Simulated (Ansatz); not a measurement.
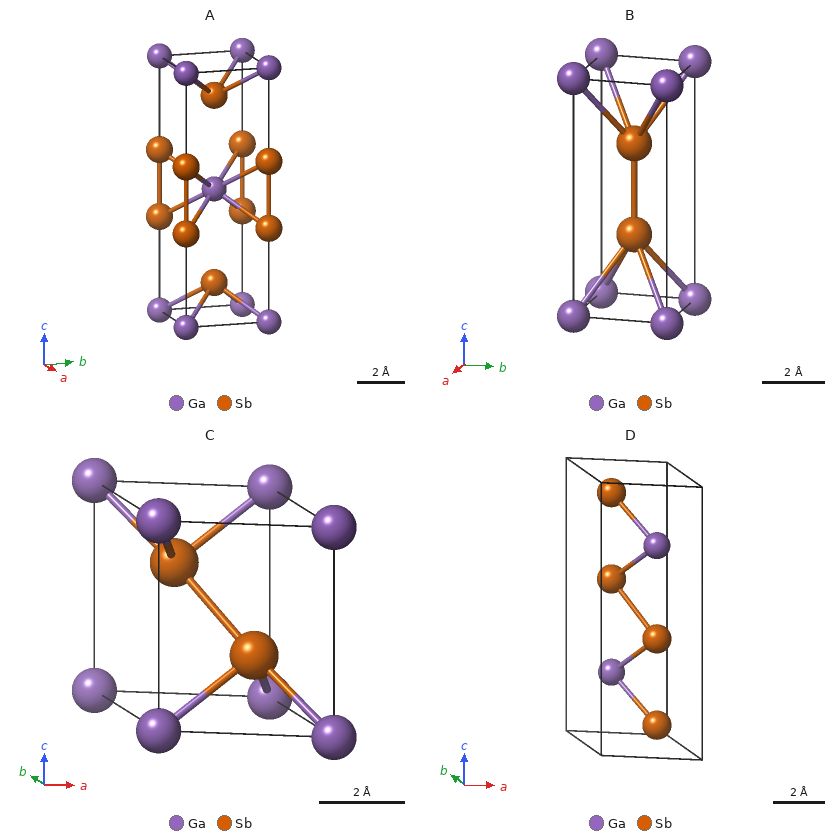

Four structures of GaSb$_{2}$, each relaxed to rest (conventional cells in solid outline, small ones repeated, each panel with its own scale). Method: Ansatz, DFT PBE, scalar-relativistic, plane waves, PAW, without spin polarisation.

What are the structures shown?

Answer. A: 6 atoms a cell on a body-centred tetragonal lattice, I4/mmm; B: 3 atoms a cell on a primitive tetragonal lattice, P4/mmm; C: 3 atoms a cell on a primitive hexagonal lattice, P-3m1; D: 6 atoms a cell on a primitive hexagonal lattice, P6_3/mmc.

Which of these is lowest in energy, and how far above it do the others lie?

Answer. C, then B (+61 meV/atom), D (+81 meV/atom) and A (+99 meV/atom), energies at zero smearing.

Collect the results in a table.

Answer.
| panel | structure | E − E(lowest) (meV/atom) | volume (Å³/atom) | gap (eV) |
| --- | --- | --- | --- | --- |
| C | P-3m1 | 0 | 26.3 | metal |
| B | P4/mmm | 61 | 26.7 | metal |
| D | P6_3/mmc | 81 | 26.9 | metal |
| A | I4/mmm | 99 | 25.9 | metal |

Some of these may be structure types tried for this composition rather than known phases, and the most stable form need not be among them. Gaps are taken on the k-mesh or band path of each run.
